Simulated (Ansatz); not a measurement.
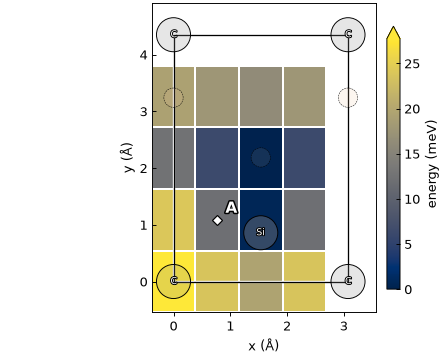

H on a SiC(110) slab cut from the F-43m phase, its upper half relaxed before the scan (32 atoms of substrate and one adsorbate in a 2 × 2 cell). 
- H is moved over the surface cell at a fixed height above a rigid substrate; the origin of the map has the adsorbate above C29; the height is held at 2.80 Å.
- Places are given modulo a cell vector. The map is drawn in real space over the plane of the surface.
- The grid has 4 × 4 points; 12 points were computed and 4 follow by symmetry.
- Places are given in fractions of the 1 × 1 surface cell.
- Energies are in meV, from the lowest grid point.
- At a fixed height the lowest place need not be the adsorption site.
- All numbers below come from DFT PBE+D3(BJ), scalar-relativistic, plane waves, PAW in Ansatz 0.2.0. Settings: cutoff 420 eV, k-mesh 5×3×1, gaussian smearing 0.05 eV, spin-polarised.

The picture shows one coloured cell a grid point, labelled circles for the atoms of the top layer and small ones for the second layer, the outline of one cell of the plane, one colour for all values above the top of the scale, the point A.

**Is A at rest? If not, where is it pushed?**

A, at (1/4, 1/4) of the cell vectors, is not a stationary point. The computed force is 0.027 eV/Å in the plane, pointing up and right in the picture (components 0.024 and 0.013 eV/Å).

PAW datasets: the set soft_1.
